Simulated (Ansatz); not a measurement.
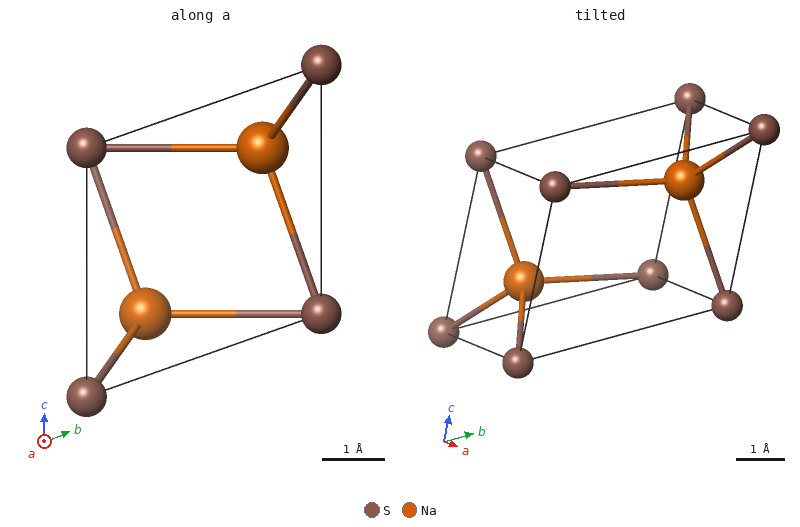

Drawn in the ball-and-stick manner and seen along the a axis and slightly off an axis. The simulation cell is drawn as a box.

Input deck:
```yaml
crystal:
  lattice:
    - [0.0, 3.298, 3.298]
    - [3.298, 0.0, 3.298]
    - [3.298, 3.298, 0.0]
  atoms:
    - { symbol: S, position: [0.0, 0.0, 0.0] }
    - { symbol: Na, position: [0.25, 0.25, 0.25] }
    - { symbol: Na, position: [0.75, 0.75, 0.75] }
basis:
  ecutwfc: 420
kpoints:
  mp_grid: { grid: [8, 8, 8] }
hamiltonian:
  xc: pbesol
scf:
  occupations: { method: fixed }
output:
  eigenvalues: true
phonons:
  method: dfpt
  dielectric: true
  rigid_motions: translations
  eigenvectors: true
```
Run as:
```sh
ansatz run input.yaml --threads 1 --pin off --max-ram 1228MiB --backend cpu --events-out ev --progress --plain --runs-dir out
```

The calculation used DFT PBEsol, scalar-relativistic, plane waves, PAW in Ansatz, with E_cut = 420 eV, an 8×8×8 grid in reciprocal space, no spin polarisation.

**Does it come out as a metal, or with a gap?**

A semiconductor at this level, with a gap of 2.29 eV on the k-mesh (the true edges may lie between mesh points, so the gap can be somewhat smaller).

**State the electronic part of the dielectric constant.**

ε∞ averages 3.6.

Provenance: a structure type filled with these elements by a generator (whether the compound takes this form wasn't checked). Earlier steps of the study, as a rule a relaxation of our own, may have changed the cell and positions, so they can lie some per cent off the listed ones. A calculation with Ansatz used it as input.
